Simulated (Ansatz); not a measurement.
Read the following structure.

```xyz
30
Lattice="5.1021 0.0000 0.0000 -2.5511 4.4186 0.0000 0.0000 0.0000 14.8614" Properties=species:S:1:pos:R:3 pbc="T T T"
Ti   -1.6878    2.9457    6.1922
Ti    0.8439    4.4074    6.1922
Ti    0.8439    1.4841    6.1922
Ti    4.2582    1.4617    3.7153
Ti    1.7072    2.9569    3.7153
Ti    1.6878    0.0000    3.7153
O     0.0000    0.0000    5.0151
O     2.5511    1.4729    7.3694
O     2.5511    1.4729    2.5382
O     0.0000    2.9457    4.8925
Ti    3.4143    0.0000   11.1460
Ti    0.8439    1.4617   11.1460
Ti    3.3950    2.9569   11.1460
Ti    1.7072    2.9345    8.6691
Ti    1.7072    0.0112    8.6691
Ti    4.2389    1.4729    8.6691
O     2.5511    1.4729    9.9689
O     0.0000    2.9457   12.3231
O     0.0000    2.9457    7.4920
O     0.0000    0.0000    9.8462
Ti    0.8633    1.4729    1.2384
Ti    3.3950    2.9345    1.2384
Ti    3.3950    0.0112    1.2384
Ti   -0.8439    4.4074   13.6229
Ti   -0.8439    1.4841   13.6229
Ti    1.6878    2.9457   13.6229
O     0.0000    2.9457    0.0613
O     0.0000    0.0000    2.4156
O     0.0000    0.0000   12.4458
O     2.5511    1.4729   14.8000
```

What would you see if this were drawn?

It has the composition Ti3O2. It takes space group R-3c (No. 167) on a rhombohedral (trigonal R) lattice. One cell contains 18 Ti, 12 O, 30 atoms in all.

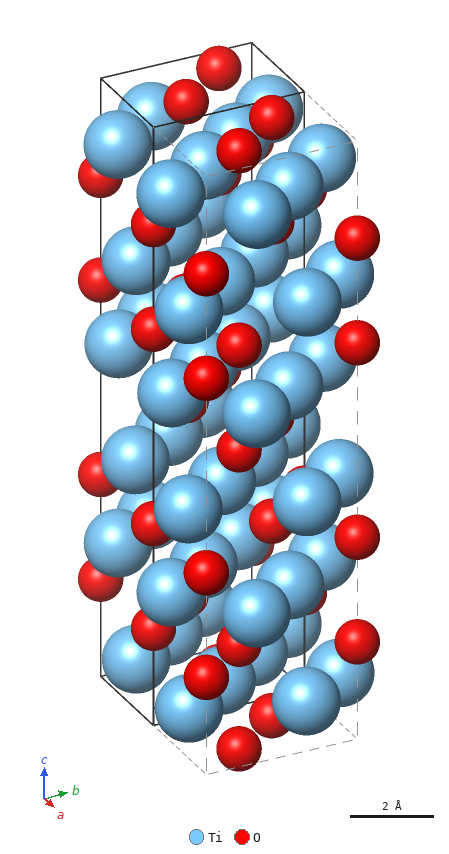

The image is a spheres-only drawing of a crystal, viewed slightly off an axis. The solid box is one conventional unit cell, and 2×1×1 cells are shown.

The cell started as a structure listed in the Materials Project. Earlier steps of the study, as a rule a relaxation of our own, may have changed the cell and positions, so they can lie some per cent off the listed ones. Ansatz was used for an electronic-structure calculation on it.

At this level of theory the run's own cell isn't at rest (compressed, at 7 GPa), so its distances can differ from those at equilibrium, the more so the softer the solid.
